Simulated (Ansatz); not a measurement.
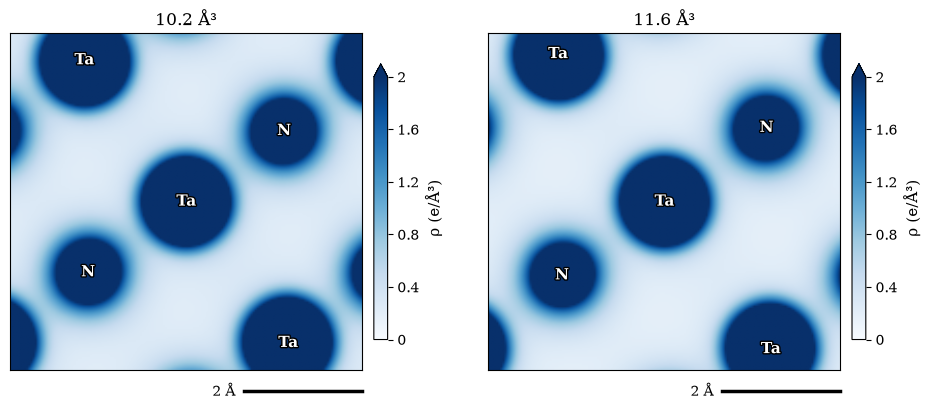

Ta4N3. The valence pseudo-density of cells scaled evenly to different volumes (given per atom above each panel), on the (001) plane of each (indices in the axes of the cell below), at one length scale and on one colour scale.

A structure from a database of computed crystals, not necessarily the ambient phase; computed without spin polarisation.

These are results of Ansatz, DFT PBEsol, scalar-relativistic, plane waves, PAW, not measurements.

Core electrons are frozen (PAW), and the valence fields are smoothed inside the atomic spheres.

The largest cell:

```yaml
crystal:
  lattice:
    - [-2.17857, 2.17857, 4.27268]
    - [2.17857, -2.17857, 4.27268]
    - [2.17857, 2.17857, -4.27268]
  atoms:
    - { symbol: Ta, position: [0.00000, 0.50000, 0.50000] }
    - { symbol: Ta, position: [0.26075, 0.26075, 0.00000] }
    - { symbol: Ta, position: [0.50000, 0.00000, 0.50000] }
    - { symbol: Ta, position: [0.73925, 0.73925, 0.00000] }
    - { symbol: N, position: [0.75000, 0.25000, 0.50000] }
    - { symbol: N, position: [0.00000, 0.00000, 0.00000] }
    - { symbol: N, position: [0.25000, 0.75000, 0.50000] }
```

| volume (Å³/atom) | Ta–N contact in the plane (Å) | ρ at its midpoint (e/Å³) | pressure (GPa) | 
| --- | --- | --- | --- |
| 10.20 | 2.047 | 0.774 | 55.9 | 
| 10.55 | 2.070 | ? | ? | 
| 11.59 | 2.136 | 0.630 | 0.0 | 

Estimate the missing row, and compare with the calculation.

Answer. Over the known rows ln ρ falls by 2.31 per Å of Ta–N distance (the line through the two), which gives 0.734 e/Å³ at 2.070 Å; the calculation gives 0.732 e/Å³. For the pressure, a straight line in volume between the neighbouring rows gives 41.8 GPa; the calculation gives 38.4, lower because pressure rises ever faster on compression.
